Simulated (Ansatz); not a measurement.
## Electronic structure of Al3GaN4 in real space

```
Al Ga N
1.0
     0.00000   -3.13007    0.00000
    -5.04341    0.00000   -0.00011
     0.00324    0.00000   -5.41799
Al Ga N
3 1 4
Direct
  0.52826 0.49977 0.83267
  0.51634 0.99908 0.16519
  0.05591 0.99891 0.66831
  0.94918 0.50058 0.33380
  0.01520 0.88883 0.33367
  0.55311 0.87755 0.83284
  0.46408 0.37488 0.15981
  0.02694 0.37681 0.67371
```

Space group P1; a structure from a database of computed crystals, not necessarily the ambient phase; not relaxed (largest force 1.2 eV/Å).

Method: DFT PBEsol, scalar-relativistic, plane waves, PAW in Ansatz.

The density is the valence pseudo-density of a PAW calculation; it isn't the true density close to the nuclei.

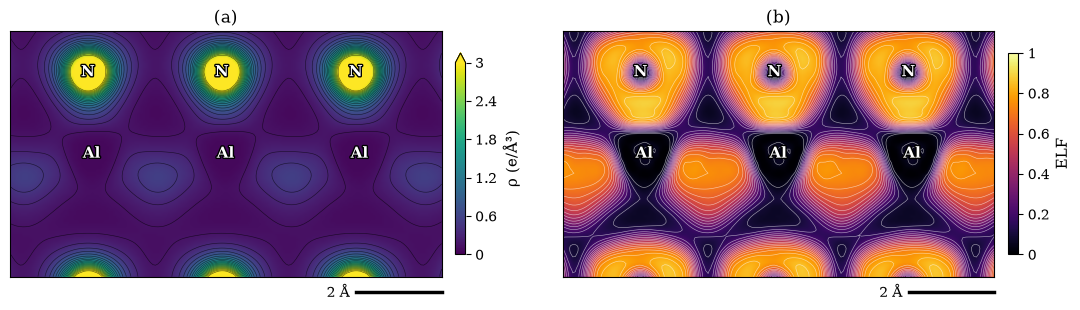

Figure 1. (a) valence electron density; (b) electron localisation function on the (001) plane of the conventional cell.

> Interpret the plot.

The plane passes through Al and N nuclei.
Atoms just off the plane (Al, 0.9 Å away and N, 0.9 Å away) can leave unmarked features too.
Al–N (1.91 Å): ρ at the midpoint is about 0.67 e/Å³; the ELF peaks at about 0.90 in the valence shell of N, 0.7 Å from its nucleus, and is about 0.90 at the midpoint.
Between the atoms the lowest density in this plane is 0.08 e/Å³.

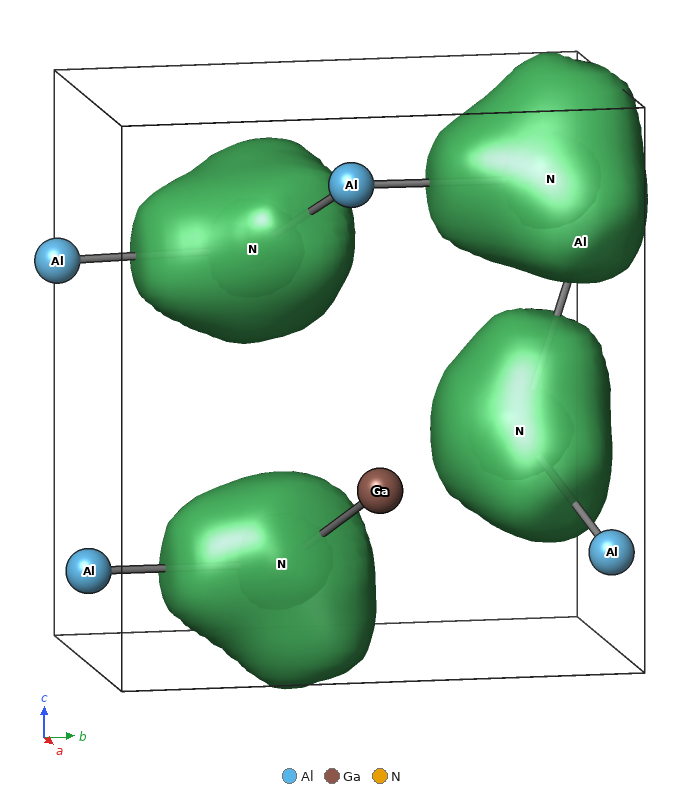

Figure 2. Isosurface of the electron localisation function at 0.7 (green), seen slightly off an axis. Core shells and regions of very low density are left out. Sticks mark near contacts.

> Describe the localisation domains.

The surface consists of four regions on N in which the atom's valence shell and bonds are merged, counted in one cell of 8 atoms. Any copies at cell faces, edges or corners count once.


Al–N (1.89 Å): the ELF peaks at about 0.90 between the atoms: a polar covalent bond. Ga–N (1.90 Å): the ELF peaks at about 0.80 in the valence shell of N, 0.7 Å from its nucleus, and is about 0.50 at the midpoint.

> Metal or insulator at this level of theory?

It is gapped, with a Kohn–Sham gap of 3.4 eV on the k-point mesh, an upper bound to the gap of this method.
